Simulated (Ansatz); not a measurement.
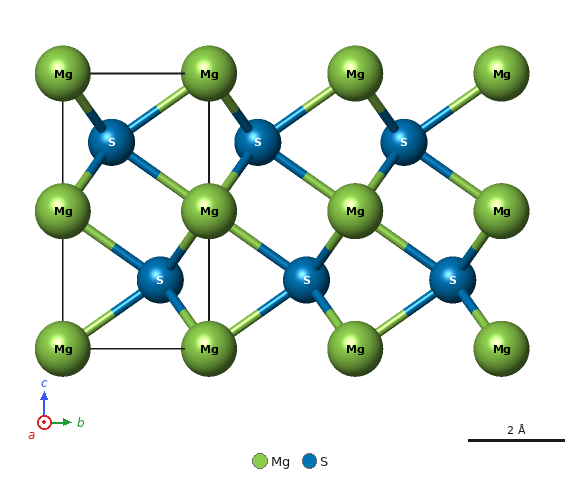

Crystalline MgS (built on the NiAs type), before the relaxation. The picture is a ball-and-stick view of the cell of the calculation, repeated 1 × 3 × 1 with one cell outlined, seen along the a axis.

Computed with DFT, PBE, plane waves, PAW in Ansatz.

Input
```yaml
crystal:
  lattice:
    - [3.53895759, 0.0, 0.0]
    - [-1.769478795, 3.0648271759, 0.0]
    - [0.0, 0.0, 5.7685008717]
  atoms:
    - { symbol: Mg, position: [0.0, 0.0, 0.0] }
    - { symbol: Mg, position: [0.0, 0.0, 0.5] }
    - { symbol: S, position: [0.3333333333, 0.6666666667, 0.25] }
    - { symbol: S, position: [0.6666666667, 0.3333333333, 0.75] }
kpoints:
  mp_grid: { grid: [12, 12, 4] }
hamiltonian:
  xc: pbe
scf:
  occupations: { method: fermi_dirac, width: 0.02 }
relax:
  f_tol: 0.005
  cell: {}
output:
  write_density: true
  write_potential: true
  elf: true
  volumetric_format: npy
```

Launched with:
```bash
ansatz run input.yaml --threads 2 --pin off --max-ram 2211MiB --backend cpu --events-out ev --progress --plain --runs-dir out
```

Predict the outcome.

Answer. No atom moves by more than 0.005 Å relative to the cell. The drawn cell changes as follows: a = b 3.539 → 3.666 Å (+3.6 %), c 5.769 → 6.178 Å (+7.1 %); the volume changes by +14.9 %. Among the contacts that change: Mg1–S3 2.501 → 2.620 Å. The space group stays P6_3/mmc (No. 194). After 4 accepted moves (5 points after the start) the energy has fallen by 96.1 meV per atom. All forces vanish by symmetry, so only the cell relaxes. Pressure: 13.75 GPa at the start and 0.02 GPa at the end. At 1 point the geometry stayed and the basis and grid were re-selected for the new cell (energy shift of 0.1 meV per atom at most each time). Cost: 5.3 s on 2 threads of Intel(R) Xeon(R) 6975P-C (Granite Rapids), with other jobs on the host, peak memory 0.44 GiB.

Final geometry:

```
Mg S
1.0
     3.66565    0.00000    0.00000
    -1.83282    3.17455    0.00000
     0.00000    0.00000    6.17841
Mg S
2 2
Direct
  0.00000 0.00000 0.00000
  0.00000 0.00000 0.50000
  0.33333 0.66667 0.25000
  0.66667 0.33333 0.75000
```

The end point in the same view:

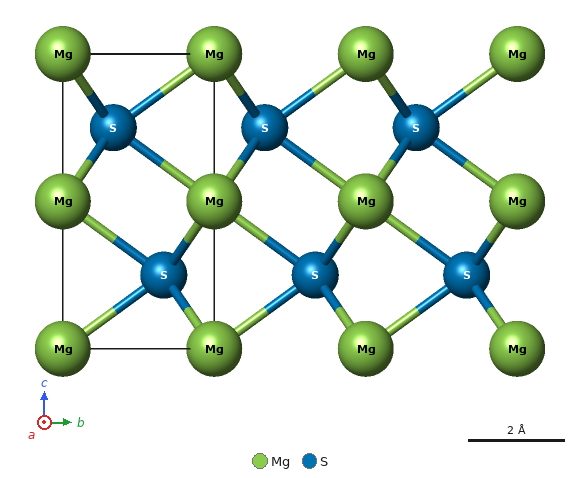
